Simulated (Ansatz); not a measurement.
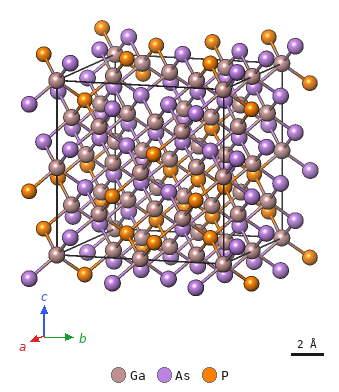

Starting structure of a crystal of Ga$_{32}$As$_{22}$P$_{10}$ (a generated structure, set up in P1). A ball-and-stick model of the cell of the calculation, seen slightly off an axis.

Method: Ansatz, DFT, PBEsol, PAW, plane waves.

Settings: plane-wave cutoff 420 eV; k-point mesh 1 × 1 × 1; mesh shifted by (0.5, 0.5, 0.5); no spin polarisation; cell relaxed at fixed shape; force threshold 0.03 eV/Å; at most 80 steps.

```
CELL_PARAMETERS angstrom
11.18266 0.00000 0.00000
0.00000 11.18266 0.00000
0.00000 0.00000 11.18266
ATOMIC_POSITIONS crystal
Ga 0.00193 0.99904 0.99934
Ga 0.99822 0.99853 0.49954
Ga 0.99937 0.49874 0.00386
Ga 0.99690 0.49964 0.49873
Ga 0.50055 0.99610 0.00061
Ga 0.50078 0.99974 0.50013
Ga 0.49806 0.50000 0.99767
Ga 0.49890 0.50037 0.49944
Ga 0.25452 0.25021 0.99930
Ga 0.24978 0.25070 0.49786
Ga 0.25188 0.74997 0.00140
Ga 0.25230 0.75099 0.50119
Ga 0.74863 0.25058 0.00212
Ga 0.75128 0.24774 0.50331
Ga 0.75021 0.74912 0.00120
Ga 0.75044 0.74960 0.50478
Ga 0.25101 0.00351 0.24747
Ga 0.25162 0.99978 0.75273
Ga 0.25354 0.50058 0.25062
Ga 0.24934 0.50003 0.75097
Ga 0.74526 0.99782 0.24738
Ga 0.74965 0.99962 0.75018
Ga 0.74994 0.49848 0.25270
Ga 0.74809 0.50140 0.75035
Ga 0.00132 0.25289 0.24840
Ga 0.99621 0.25122 0.74887
Ga 0.00010 0.75280 0.24880
Ga 0.00094 0.75008 0.74850
Ga 0.49994 0.24967 0.25318
Ga 0.50202 0.24812 0.74853
Ga 0.49834 0.75345 0.24706
Ga 0.50222 0.75082 0.75428
As 0.12460 0.12337 0.12390
As 0.12619 0.12369 0.62881
As 0.62430 0.12421 0.12576
As 0.62466 0.12530 0.62026
As 0.62610 0.62254 0.12692
As 0.62688 0.62277 0.62403
As 0.37629 0.37488 0.62611
As 0.37270 0.87641 0.11927
As 0.37630 0.87442 0.62396
As 0.87413 0.37425 0.62689
As 0.87420 0.87507 0.62267
As 0.37707 0.12302 0.37490
As 0.37752 0.12341 0.87587
As 0.37391 0.62531 0.87514
As 0.87573 0.12566 0.37382
As 0.87298 0.62601 0.37336
As 0.87580 0.62523 0.87581
As 0.12441 0.37618 0.87606
As 0.12427 0.87626 0.87557
As 0.62497 0.37391 0.37806
As 0.62804 0.37422 0.87823
As 0.62706 0.87598 0.87524
P 0.12531 0.62671 0.12207
P 0.12505 0.62319 0.62770
P 0.37312 0.37592 0.12557
P 0.87499 0.37484 0.12495
P 0.87375 0.87590 0.12457
P 0.37274 0.62815 0.37067
P 0.87615 0.12333 0.87490
P 0.12582 0.37555 0.37460
P 0.12402 0.87579 0.37643
P 0.62288 0.87374 0.37834
```

Question: Where does the relaxation end?

Answer: The atom that moves furthest relative to the cell is Ga31 (0.12 Å roughly along [0 −1 2]). By element the largest moves are Ga 0.12 Å, As 0.11 Å, P 0.08 Å. Cell: a = b = c 11.183 → 11.194 Å (+0.1 %). Volume +0.3 %. Some distances before and after: Ga17–P63 2.477 → 2.369 Å, Ga13–P61 2.466 → 2.372 Å, Ga11–As40 2.358 → 2.446 Å, Ga12–P56 2.463 → 2.379 Å. Among the angles between lasting bonds that change: P60–Ga31–P64 108.0° → 113.2°, Ga21–P64–Ga31 105.9° → 111.0°, As34–Ga26–As42 111.5° → 107.0°. The space group stays P1 (No. 1). After 3 geometry steps the energy has fallen by 15.4 meV per atom. The largest force component goes from 1 to 0.017 eV/Å. The pressure goes from 0.43 to −0.01 GPa. Cost: 6.2 s on 1 × NVIDIA GB300 with 8 threads of Arm Neoverse-V2, peak memory 2.2 GiB.

History of the run:

```
step  E − E(0), meV/atom  largest force component, eV/Å  pressure, GPa
   0                0.00                         1.0382           0.43
   1              -14.67                         0.2883          -0.03
   2              -15.43                         0.0171          -0.01
   3              -15.43                         0.0171          -0.01
```

The end point in the same view:

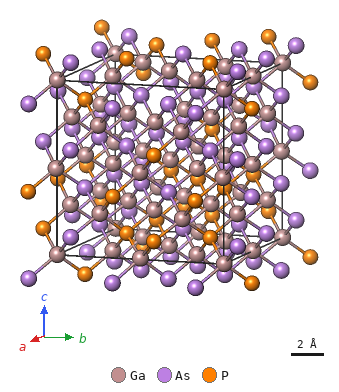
